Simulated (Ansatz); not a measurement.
**Sr4Ti4O11 (charge +2): nudged elastic band (part 3 of 3)**

Sr4Ti4O11 (defect cell, 19 atoms in the cell, total charge +2); DFT r2SCAN, scalar-relativistic, plane waves, PAW, no spin polarisation (Ansatz 0.2.0); cutoff 500 eV, 2×2×2 k-mesh, Gaussian smearing of 0.02 eV. The structure derives from a Materials Project entry. It belongs to a series of runs on one base structure; here: climbing-image band for the jump of O by 2.49 A.

Geometry of the input (Å; fractional positions):
```
-3.9073  3.9073  3.9073
3.9073  -3.9073  3.9073
3.9073  3.9073  -3.9073
Sr 0.5009  -0.0009  0.5000
Sr -0.0009  0.5009  0.5000
Sr -0.0009  -0.0009  -0.0018
Sr 0.5009  0.5009  0.0018
Ti 0.5163  0.5163  0.5000
Ti -0.0163  -0.0163  0.5000
Ti 0.0000  0.5000  -0.0000
Ti 0.5000  0.0000  0.0000
O  0.7253  0.4815  0.7438
O  0.2623  0.0185  0.7438
O  0.2377  0.4815  0.2562
O  0.7747  0.0185  0.2562
O  0.7500  0.7500  0.5000
O  0.7500  0.2500  0.0000
O  0.2500  0.7500  -0.0000
O  0.4815  0.2377  0.2562
O  0.0185  0.7747  0.2562
O  0.0185  0.2623  0.7438
O  0.4815  0.7253  0.7438
```

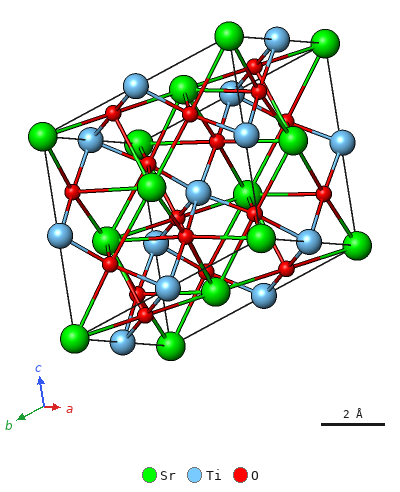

*The starting structure (ball-and-stick view of the cell of the calculation, seen at an oblique angle).*

## Output, continued
```
  k-point 2: bands = ["-49.4643", "-49.4629", "-49.3476", "-49.0282", "-24.8734", "-24.8707", "-24.6855", "-24.6749", "-24.6517", "-24.5746", "-24.5466", "-24.5344", "-24.5180", "-24.4509", "-24.4165", "-24.2218", "-24.1676", "-24.1473", "-23.7262", "-23.7042", "-9.4463", "-9.2251", "-8.8115", "-8.6491", "-8.3915", "-8.0730", "-8.0128", "-7.9788", "-7.9006", "-7.7869", "-7.7309", "-5.6655", "-5.6111", "-5.5540", "-5.4772", "-5.4339", "-5.3410", "-5.2158", "-5.1439", "-5.0555", "-5.0477", "-4.9273", "-4.6482", "4.8112", "4.8994", "4.9134", "5.0504", "5.1413", "5.2005", "5.2241", "5.3253", "5.6665", "5.8363", "6.0654", "6.0704", "6.2229", "6.4525", "6.5533", "6.6088", "6.6173", "6.7276", "6.8695", "6.9898", "7.3574", "7.4504", "7.6509", "7.7125", "7.7761", "7.9685", "8.1383", "8.3012", "8.3090", "8.4995", "8.5694", "8.7497", "9.0693", "11.9509", "12.4539", "12.4975", "12.7864", "12.9151", "13.0415", "13.2680", "13.4709", "13.5230", "13.6023", "13.7147", "13.9788", "14.1443", "14.3706", "14.7092", "14.9038", "15.1512", "15.5248", "16.2533"]
  k-point 3: bands = ["-49.4636", "-49.4636", "-49.3476", "-49.0282", "-24.8735", "-24.8717", "-24.6868", "-24.6840", "-24.6167", "-24.6108", "-24.5365", "-24.5329", "-24.5127", "-24.4500", "-24.4157", "-24.2312", "-24.1576", "-24.1544", "-23.7178", "-23.7124", "-9.4343", "-9.2164", "-8.8222", "-8.5685", "-8.4041", "-8.1655", "-7.9956", "-7.9104", "-7.8722", "-7.8610", "-7.7576", "-5.7084", "-5.6669", "-5.5547", "-5.4264", "-5.3889", "-5.3640", "-5.2451", "-5.2184", "-5.0821", "-4.9840", "-4.8942", "-4.5981", "4.8452", "4.9336", "4.9344", "5.0615", "5.0741", "5.2872", "5.4374", "5.6865", "5.6924", "5.8344", "5.8875", "6.0819", "6.0870", "6.0998", "6.3673", "6.5965", "6.6047", "6.8939", "6.9154", "7.2145", "7.3114", "7.4640", "7.6248", "7.7752", "7.8684", "7.9055", "7.9586", "8.0910", "8.2351", "8.4917", "8.7353", "8.7944", "8.8023", "12.2173", "12.4582", "12.5590", "12.6506", "12.6805", "12.8631", "13.0952", "13.3377", "13.6889", "13.6975", "13.7518", "13.8881", "14.0704", "14.5638", "14.9028", "15.1724", "15.2839", "16.0185", "16.2951"]
this run last wrote the band of iteration 19 to [file]
--- NEB band (7 images, 19 band iterations, 756 SCF iterations) ---
  forward barrier  = 0.817356 eV
  backward barrier = 0.817356 eV
  lagrangian_above_aufbau_ev (what the smearing adds, to first order; not taken off the barriers): saddle image +0.000000 eV, end points +0.000000 and +0.000000 eV
  climbing image's point = of an order that was not read
  energies are F+E_penalty+E_count in eV, relative to image 0
  image     s (Å)  Δ vs image 0  max|band force component| (eV/Å)
      0    0.0000      0.000000                                 —
      1    0.4652      0.160078                          2.680e-2
      2    0.9301      0.598569                          3.381e-3
  *   3    1.3950      0.817356                          6.352e-4
      4    1.8599      0.598569                          3.381e-3
      5    2.3248      0.160078                          2.680e-2
      6    2.7900      0.000000                                 —
  climbing-image geometry (image 3):
  cell:  # Å, volume = 238.6054 Å³
    - [-3.9072701075, 3.9072701075, 3.9072701075]
    - [3.9072701075, -3.9072701075, 3.9072701075]
    - [3.9072701075, 3.9072701075, -3.9072701075]
  atoms:
    - { symbol: Sr, position: [0.49999997228745924, -0.009947269484819506, 0.4983022363163306] }
    - { symbol: Sr, position: [-1.181708543735241e-8, 0.49892601915868184, 0.5010739810221603] }
    - { symbol: Sr, position: [1.1223796337212627e-8, -0.0010740033340198383, 0.0010740216478297851] }
    - { symbol: Sr, position: [0.5000000268348324, 0.5016977611625951, 0.00994727771083019] }
    - { symbol: Ti, position: [0.4999999978447529, 0.5094439896531666, 0.49055600137006133] }
    - { symbol: Ti, position: [-0.007435028170919011, -0.01698692083020209, 0.5095518422292484] }
    - { symbol: Ti, position: [0.00743502535833282, 0.49044813616421423, 0.016986911357814327] }
    - { symbol: Ti, position: [0.5000000020823813, -0.004480312679689735, 0.004480340318898962] }
    - { symbol: O, position: [0.5000000007179731, 0.35292029679925374, 0.6470797087106162] }
    - { symbol: O, position: [0.24985241293879312, 0.009919888163100576, 0.7399325255289269] }
    - { symbol: O, position: [0.22653167478623015, 0.4759018599160786, 0.25062981273568075] }
    - { symbol: O, position: [0.7639923320927322, 0.013686429079614565, 0.250305916944338] }
    - { symbol: O, position: [0.7734683171240733, 0.7493702005690581, 0.5240981377019645] }
    - { symbol: O, position: [0.7501475827237474, 0.26006746408096326, -0.009919897494134633] }
    - { symbol: O, position: [0.2360076756335433, 0.7496940807164842, -0.013686423684876547] }
    - { symbol: O, position: [0.5000000034052194, 0.2594723592943326, 0.23956319990311095] }
    - { symbol: O, position: [4.6232329076190126e-10, 0.7627515969347604, 0.23724838608743137] }
    - { symbol: O, position: [5.738845676450666e-9, 0.26275161254084234, 0.7372483701430267] }
    - { symbol: O, position: [0.4999999987329693, 0.7604368120955851, 0.7405276514507428] }
```

## The last band as extended XYZ (Å, eV, eV/Å)
```
19
Lattice="-3.9073 3.9073 3.9073 3.9073 -3.9073 3.9073 3.9073 3.9073 -3.9073" Properties=species:S:1:pos:R:3:forces:R:3 image=0 energy=-30550.70606
Sr   -0.0070    3.9143    0.0000   -0.0153   0.0153   0.0000
Sr    3.9143   -0.0070    0.0000    0.0153  -0.0153   0.0000
Sr   -0.0070   -0.0070    0.0000   -0.0153  -0.0153   0.0000
Sr    0.0070    0.0070    3.9073    0.0153   0.0153   0.0000
Ti    1.9536    1.9536    2.0812    0.0000   0.0000   0.0182
Ti    1.9536    1.9536   -2.0812    0.0000   0.0000  -0.0182
Ti    1.9536   -1.9536    1.9536    0.0000   0.0000   0.0000
Ti   -1.9536    1.9536    1.9536    0.0000   0.0000   0.0000
O     1.9536    3.8585    1.8090    0.0000  -0.0120   0.0012
O     1.9536    3.8585   -1.8090    0.0000  -0.0120  -0.0012
O     1.9536    0.0488    1.8090    0.0000   0.0120   0.0012
O    -1.9536    3.9561    2.0982    0.0000   0.0120  -0.0012
O     1.9536    1.9536    3.9073    0.0000   0.0000   0.0000
O    -1.9536    1.9536    3.9073    0.0000   0.0000   0.0000
O     1.9536   -1.9536    3.9073    0.0000   0.0000   0.0000
O     0.0488    1.9536    1.8090    0.0120   0.0000   0.0012
O     3.9561   -1.9536    2.0982    0.0120   0.0000  -0.0012
O     3.8585    1.9536   -1.8090   -0.0120   0.0000  -0.0012
O     3.8585    1.9536    1.8090   -0.0120   0.0000   0.0012
19
Lattice="-3.9073 3.9073 3.9073 3.9073 -3.9073 3.9073 3.9073 3.9073 -3.9073" Properties=species:S:1:pos:R:3:forces:R:3 image=1 energy=-30550.54598
Sr   -0.0120    3.9298   -0.0271    0.0393  -0.0355  -0.0104
Sr    3.9200    0.0075   -0.0149    0.0050  -0.0276  -0.0272
Sr   -0.0127    0.0075   -0.0149   -0.0050  -0.0276  -0.0272
Sr    0.0120    0.0226    3.8802   -0.0393  -0.0355  -0.0104
Ti    1.9536    1.9664    2.0690    0.0000   0.0625  -0.0019
Ti    1.9536    1.9972   -2.0902    0.0000  -0.0618   0.0008
Ti    1.9536   -1.8867    1.8733    0.0000  -0.1045  -0.0019
Ti   -1.9536    1.9976    1.9131    0.0000  -0.0437  -0.0583
O     1.9536    3.6802    1.5004    0.0000   0.4396   0.5949
O     1.9536    3.8053   -1.7713    0.0000  -0.0207   0.0498
O     1.9536   -0.0001    1.8106    0.0000  -0.0231   0.0231
O    -1.9536    3.9209    2.0541    0.0000  -0.0274  -0.0464
O     1.9536    2.0843    3.9033    0.0000  -0.1090  -0.0368
O    -1.9536    1.9618    3.9291    0.0000   0.0272  -0.0922
O     1.9536   -2.0472    3.9216    0.0000  -0.0134   0.0057
O     0.0264    1.8738    1.9137    0.0342  -0.0093  -0.1683
O     3.9366   -2.0152    2.0844    0.0369   0.0090  -0.0122
O     3.8779    1.8921   -1.8228   -0.0369   0.0090  -0.0122
O     3.8809    1.8738    1.9137   -0.0342  -0.0093  -0.1683
19
Lattice="-3.9073 3.9073 3.9073 3.9073 -3.9073 3.9073 3.9073 3.9073 -3.9073" Properties=species:S:1:pos:R:3:forces:R:3 image=2 energy=-30550.10749
Sr   -0.0318    3.9316   -0.0340    0.0243  -0.0464  -0.0353
Sr    3.9142    0.0083   -0.0099    0.0117  -0.0313  -0.0341
Sr   -0.0069    0.0083   -0.0099   -0.0117  -0.0313  -0.0341
Sr    0.0318    0.0243    3.8733   -0.0243  -0.0464  -0.0353
Ti    1.9536    1.9198    2.0545    0.0000   0.0403   0.0172
Ti    1.9536    2.0120   -2.0925    0.0000  -0.0630  -0.0421
Ti    1.9536   -1.8436    1.8682    0.0000  -0.0732  -0.0550
Ti   -1.9536    1.9926    1.9180    0.0000  -0.0239  -0.0333
O     1.9536    3.4116    1.1420    0.0000   0.5397   0.5931
O     1.9536    3.8098   -1.8192    0.0000  -0.0646   0.0740
O     1.9536    0.0003    1.7794    0.0000  -0.0412  -0.0044
O    -1.9536    3.9181    2.0586    0.0000  -0.0160  -0.0356
O     1.9536    2.1295    3.9021    0.0000  -0.0554  -0.0328
O    -1.9536    1.9304    3.9562    0.0000   0.0691  -0.0851
O     1.9536   -2.0580    3.9137    0.0000  -0.0266  -0.0131
O     0.0041    1.8589    1.9857    0.0146  -0.0636  -0.1173
O     3.9190   -2.0370    2.0675    0.0220  -0.0019  -0.0049
O     3.8955    1.8703   -1.8398   -0.0220  -0.0019  -0.0049
O     3.9032    1.8589    1.9857   -0.0146  -0.0636  -0.1173
19
Lattice="-3.9073 3.9073 3.9073 3.9073 -3.9073 3.9073 3.9073 3.9073 -3.9073" Properties=species:S:1:pos:R:3:forces:R:3 image=3 energy=-30549.88871
Sr   -0.0455    3.9395   -0.0322   -0.0002  -0.0002   0.0002
Sr    3.9073    0.0084   -0.0084    0.0000   0.0001  -0.0001
Sr    0.0000    0.0084   -0.0084    0.0000   0.0001  -0.0001
Sr    0.0455    0.0322    3.8750    0.0002  -0.0002   0.0002
Ti    1.9536    1.8798    2.0274    0.0000  -0.0007   0.0007
Ti    1.9536    2.0283   -2.0864    0.0000  -0.0005  -0.0003
Ti    1.9536   -1.8209    1.8790    0.0000   0.0003   0.0005
Ti   -1.9536    1.9886    1.9186    0.0000   0.0003  -0.0003
O     1.9536    3.1030    0.8043    0.0000   0.0005  -0.0005
O     1.9536    3.8286   -1.8761    0.0000   0.0004   0.0003
O     1.9536    0.0049    1.7653    0.0000  -0.0003  -0.0003
O    -1.9536    3.9097    2.0606    0.0000  -0.0004   0.0002
O     1.9536    2.1420    3.9023    0.0000   0.0003   0.0003
O    -1.9536    1.8761    3.9859    0.0000  -0.0003  -0.0004
O     1.9536   -2.0606    3.9049    0.0000  -0.0002   0.0004
O    -0.0038    1.8758    2.0314   -0.0006   0.0000   0.0000
O     3.9073   -2.0533    2.0533    0.0000  -0.0001   0.0001
O     3.9073    1.8540   -1.8540    0.0000  -0.0001   0.0001
O     3.9110    1.8758    2.0314    0.0006   0.0000   0.0000
19
Lattice="-3.9073 3.9073 3.9073 3.9073 -3.9073 3.9073 3.9073 3.9073 -3.9073" Properties=species:S:1:pos:R:3:forces:R:3 image=4 energy=-30550.10749
Sr   -0.0318    3.9413   -0.0243    0.0243   0.0353   0.0464
Sr    3.9004    0.0099   -0.0083   -0.0117   0.0341   0.0313
Sr    0.0069    0.0099   -0.0083    0.0117   0.0341   0.0313
Sr    0.0318    0.0340    3.8829   -0.0243   0.0353   0.0464
Ti    1.9536    1.8527    1.9874    0.0000  -0.0172  -0.0403
Ti    1.9536    2.0390   -2.0637    0.0000   0.0550   0.0732
Ti    1.9536   -1.8148    1.8952    0.0000   0.0421   0.0630
Ti   -1.9536    1.9893    1.9147    0.0000   0.0333   0.0239
O     1.9536    2.7652    0.4956    0.0000  -0.5931  -0.5397
O     1.9536    3.8583   -1.9304    0.0000   0.0851  -0.0691
O     1.9536    0.0051    1.7778    0.0000   0.0328   0.0554
O    -1.9536    3.9009    2.0580    0.0000   0.0131   0.0266
O     1.9536    2.1278    3.9070    0.0000   0.0044   0.0412
O    -1.9536    1.8192    4.0048    0.0000  -0.0740   0.0646
O     1.9536   -2.0586    3.8964    0.0000   0.0356   0.0160
O     0.0041    1.9216    2.0484    0.0146   0.1173   0.0636
O     3.8955   -2.0675    2.0370   -0.0220   0.0049   0.0019
O     3.9190    1.8398   -1.8703    0.0220   0.0049   0.0019
O     3.9032    1.9216    2.0484   -0.0146   0.1173   0.0636
19
Lattice="-3.9073 3.9073 3.9073 3.9073 -3.9073 3.9073 3.9073 3.9073 -3.9073" Properties=species:S:1:pos:R:3:forces:R:3 image=5 energy=-30550.54598
Sr   -0.0120    3.9343   -0.0226    0.0393   0.0104   0.0355
Sr    3.8946    0.0149   -0.0075   -0.0050   0.0272   0.0276
Sr    0.0127    0.0149   -0.0075    0.0050   0.0272   0.0276
Sr    0.0120    0.0271    3.8847   -0.0393   0.0104   0.0355
Ti    1.9536    1.8383    1.9408    0.0000   0.0019  -0.0625
Ti    1.9536    2.0340   -2.0205    0.0000   0.0019   0.1045
Ti    1.9536   -1.8171    1.9100    0.0000  -0.0008   0.0618
Ti   -1.9536    1.9942    1.9097    0.0000   0.0583   0.0437
O     1.9536    2.4069    0.2270    0.0000  -0.5949  -0.4396
O     1.9536    3.8855   -1.9618    0.0000   0.0922  -0.0272
O     1.9536    0.0039    1.8229    0.0000   0.0368   0.1090
O    -1.9536    3.8929    2.0472    0.0000  -0.0057   0.0134
O     1.9536    2.0967    3.9074    0.0000  -0.0231   0.0231
O    -1.9536    1.7713    4.0093    0.0000  -0.0498   0.0207
O     1.9536   -2.0541    3.8937    0.0000   0.0464   0.0274
O     0.0264    1.9936    2.0335    0.0342   0.1683   0.0093
O     3.8779   -2.0844    2.0152   -0.0369   0.0122  -0.0090
O     3.9366    1.8228   -1.8921    0.0369   0.0122  -0.0090
O     3.8809    1.9936    2.0335   -0.0342   0.1683   0.0093
19
Lattice="-3.9073 3.9073 3.9073 3.9073 -3.9073 3.9073 3.9073 3.9073 -3.9073" Properties=species:S:1:pos:R:3:forces:R:3 image=6 energy=-30550.70606
Sr   -0.0070    3.9073   -0.0070   -0.0154   0.0000  -0.0154
Sr    3.9003    0.0000    0.0070   -0.0154   0.0000   0.0154
Sr    0.0070    0.0000    0.0070    0.0154   0.0000   0.0154
Sr    0.0070    0.0000    3.9003    0.0154   0.0000  -0.0154
Ti    1.9536    1.8261    1.9536    0.0000  -0.0182   0.0000
Ti    1.9536    1.9536   -1.9536    0.0000   0.0000   0.0000
Ti    1.9536   -1.8261    1.9536    0.0000   0.0182   0.0000
Ti   -1.9536    1.9536    1.9536    0.0000   0.0000   0.0000
O     1.9536    2.0982    0.0488    0.0000  -0.0012   0.0120
O     1.9536    3.9073   -1.9536    0.0000   0.0000   0.0000
O     1.9536    0.0000    1.9536    0.0000   0.0000   0.0000
O    -1.9536    3.9073    1.9536    0.0000   0.0000   0.0000
O     1.9536    2.0982    3.8585    0.0000  -0.0012  -0.0120
O    -1.9536    1.8090    3.9561    0.0000   0.0012   0.0120
O     1.9536   -2.0982    3.8585    0.0000   0.0012  -0.0120
O     0.0488    2.0982    1.9536    0.0120  -0.0012   0.0000
O     3.8585   -2.0982    1.9536   -0.0120   0.0012   0.0000
O     3.9561    1.8090   -1.9536    0.0120   0.0012   0.0000
O     3.8585    2.0982    1.9536   -0.0120  -0.0012   0.0000
```

## Results in brief

```json
{"quantity": "outcome", "value": "converged"}
{"quantity": "barrier, forward", "value": "0.817 eV"}
{"quantity": "barrier, backward", "value": "0.817 eV"}
{"quantity": "electrons treated", "value": "152"}
{"quantity": "hardware", "value": "8 threads of AMD EPYC (Zen 3), 189 GiB of memory available, shared host"}
{"quantity": "wall time", "value": "23 min (CPU time 1.6 h)"}
{"quantity": "peak memory", "value": "2.9 GiB"}
```

## Notes

The order of the saddle point was not checked.
